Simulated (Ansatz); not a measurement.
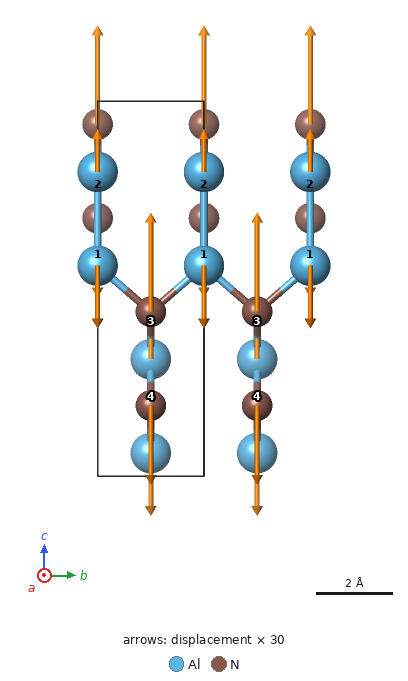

A relaxation of a crystal of AlN (a generated structure, set up in Imm2) (coarse preliminary run). The starting structure is drawn; orange arrows show the displacements (the part carried along by the change of the cell is left out), 30 times their true length.

The picture is a ball-and-stick view of the conventional cell (2 times the calculation's cell), repeated 1 × 2 × 1 with one cell outlined, seen along the a axis. Lengths and directions refer to the drawn axes.

Theory: Ansatz, DFT PBE, scalar-relativistic, plane waves, PAW. (plane-wave cutoff 420 eV; k-point mesh 8 × 8 × 8; occupations gaussian; smearing width 0.1 eV; no spin polarisation; cell and atoms relaxed; force threshold 0.04 eV/Å; at most 70 steps)

Question: What did the optimiser do to the structure, and how much energy did it gain?

Answer: The atom that moves furthest relative to the cell is N3 (0.087 Å along +c). By element the largest moves are N 0.087 Å, Al 0.056 Å. The drawn cell changes as follows: a 2.618 → 2.816 Å (+7.6 %), b 2.812 → 3.201 Å (+13.8 %), c 9.906 → 9.952 Å (+0.5 %); the volume changes by +23.0 %. Near-neighbour distances that change, for instance: Al2–N4 1.792 → 1.942 Å, Al2–N3 1.815 → 1.925 Å, Al1–Al2 2.481 → 2.586 Å, Al1–N3 1.858 → 1.930 Å. Bond angles that change, for instance: N3–Al1–N3 98.3° → 112.1°, Al1–N3–Al1 98.3° → 112.1°, Al2–Al1–N3 130.8° → 124.0°. The space group stays Imm2 (No. 44). After 5 accepted moves (7 points after the start) the energy has fallen by 334 meV per atom. The largest force component goes from 2.2 to 0.033 eV/Å. Pressure: 46.45 GPa at the start and 0.30 GPa at the end. The SCF was repeated twice at an unchanged geometry on a basis and grid sized afresh for the cell, which shifted the energy by 20.0 meV per atom at most.
